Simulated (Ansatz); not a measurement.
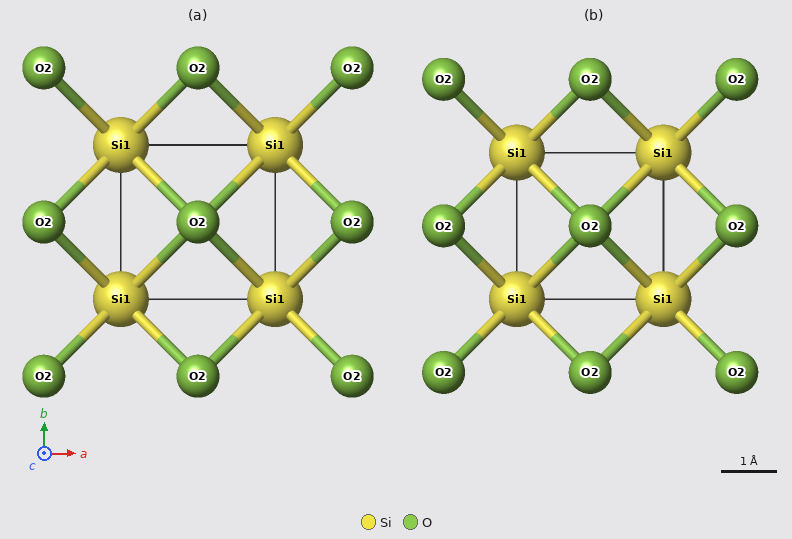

The structure of a crystal of SiO (a generated structure, set up in Pm-3m) before (left) and after (right) a relaxation, at one scale.

A ball-and-stick model of the cell of the calculation, seen along the c axis.

The run lets cell and atoms move.

Computed with Kohn-Sham DFT of a periodic cell, PBEsol, Ansatz PAW (Ansatz).

Input file:
```yaml
crystal:
  lattice:
    - [2.80697, 0.0, 0.0]
    - [0.0, 2.80697, 0.0]
    - [0.0, 0.0, 2.80697]
  atoms:
    - { symbol: Si, position: [0.0, 0.0, 0.0] }
    - { symbol: O, position: [0.5, 0.5, 0.5] }
hamiltonian:
  xc: pbesol
  pseudopotentials: { kind: paw }
kpoints:
  mp_grid: { grid: [9, 9, 9] }
scf:
  occupations: { method: fermi_dirac, width: 0.05 }
output:
  forces: true
  stress: true
  eigenvalues: true
relax:
  f_tol: 0.01
  max_steps: 40
  cell: { stress_tol: 0.05, p_target: 20.0 }
```

Command:
```bash
ansatz run input.yaml --threads 2 --pin off --max-ram 5632MiB --backend cpu --events-out ev --progress --plain --runs-dir out
```

**Summarise the run.**

The atoms keep their places relative to the cell (all moves are under 0.005 Å). The volume changes by −14.1 %, with a = b = c 2.807 → 2.669 Å (−4.9 %). Among the contacts that change: Si1–O2 2.431 → 2.311 Å. The space group stays Pm-3m (No. 221). The energy rises by 59.8 meV per atom in 4 accepted moves (6 points after the start). With the target pressure of 20 GPa, the enthalpy E + pV changes by −134 meV per atom. All forces vanish by symmetry, so only the cell relaxes. Pressure: −4.84 GPa at the start and 20.00 GPa at the end. At 2 points the geometry stayed and the basis and grid were re-selected for the new cell (energy shift of 2.7 meV per atom at most each time).
